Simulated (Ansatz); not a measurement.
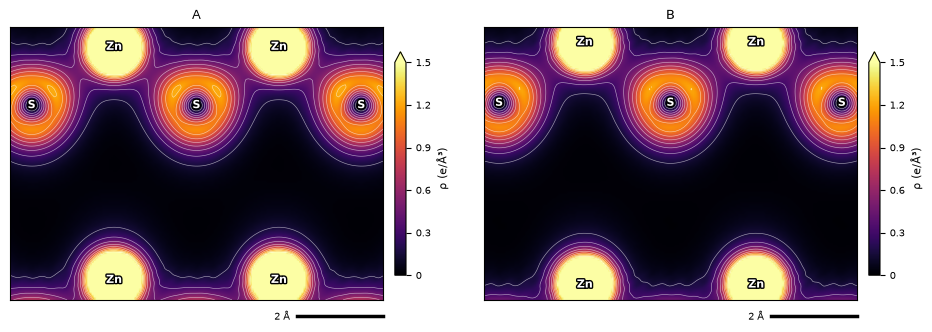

ZnS. The valence charge density (pseudo) of two cells that differ in size, on the (11̄0) plane of each (indices in the axes of the calculation cell), at one length scale and on one colour scale; one has 19.7 and the other 22.2 Å³ an atom.

Computed with DFT PBE, scalar-relativistic, plane waves, PAW in Ansatz 0.2.0.

In a PAW calculation such maps are meaningful between the atoms, not at the nuclei.

**Which is the denser cell? Describe the effect of the change.**

Panel A is the smaller cell, by 11 % in volume. From the larger cell to the smaller, Zn–S goes from 2.43 to 2.34 Å, and the density at its midpoint from 0.44 to 0.51 e/Å³; the pressure goes from −5 to 1.6 GPa; the Kohn–Sham gap goes from 1.6 eV to 2.1 eV.
